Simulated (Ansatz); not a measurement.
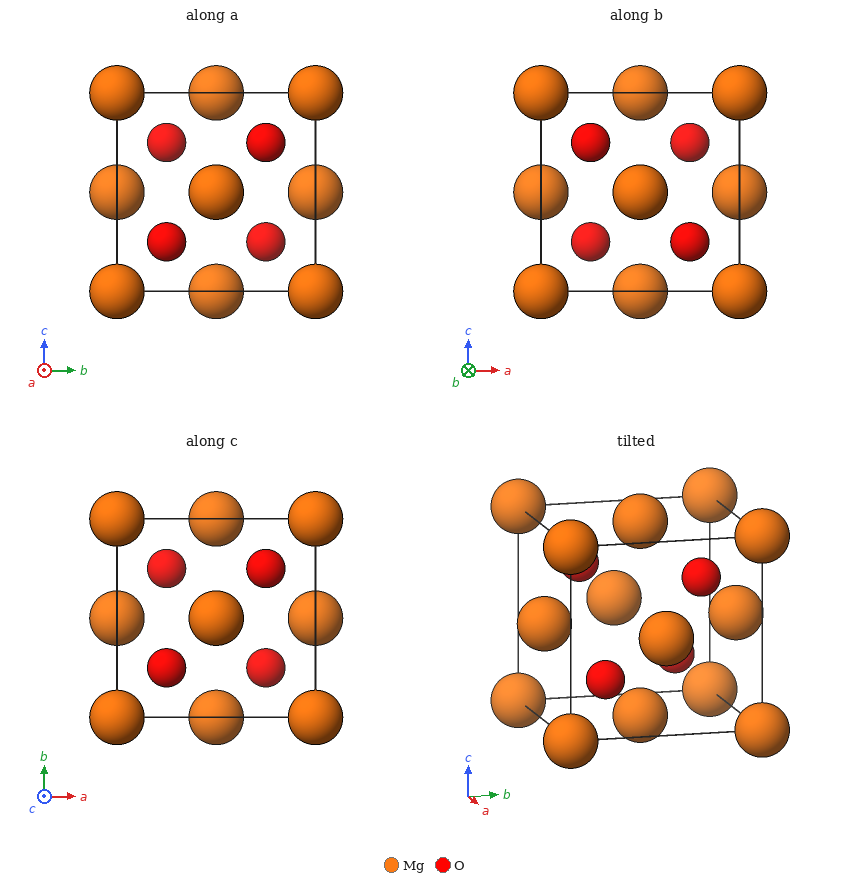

Shown here is a spheres-only view of the crystal, taken along the a axis, along the b axis, along the c axis and slightly off an axis. Lines trace the edges of the conventional unit cell.

Lattice parameters: a = 4.7022 Å, b = 4.7022 Å, c = 4.7022 Å, α = 90.000°, β = 90.000°, γ = 90.000°.

Convert the drawing into a CIF with its space group and independent sites.

Answer.
```cif
data_structure
_symmetry_space_group_name_H-M 'F -4 3 m'
_symmetry_Int_Tables_number 216
_cell_length_a 4.7022
_cell_length_b 4.7022
_cell_length_c 4.7022
_cell_angle_alpha 90.000
_cell_angle_beta 90.000
_cell_angle_gamma 90.000
_cell_volume 103.97
loop_
_atom_site_label
_atom_site_type_symbol
_atom_site_symmetry_multiplicity
_atom_site_Wyckoff_symbol
_atom_site_fract_x
_atom_site_fract_y
_atom_site_fract_z
_atom_site_occupancy
Mg1 Mg 4 a 0.0000 0.0000 0.0000 1
O1 O 4 d 0.2500 0.2500 0.7500 1
```

The structure was taken from a structure type filled with these elements by a generator (whether the compound takes this form wasn't checked). The cell was then strained or its atoms displaced on purpose. A calculation with Ansatz used it as input.

At this level of theory the cell isn't at rest (stretched, at -6 GPa), so its distances can differ from those at equilibrium, the more so the softer the solid.
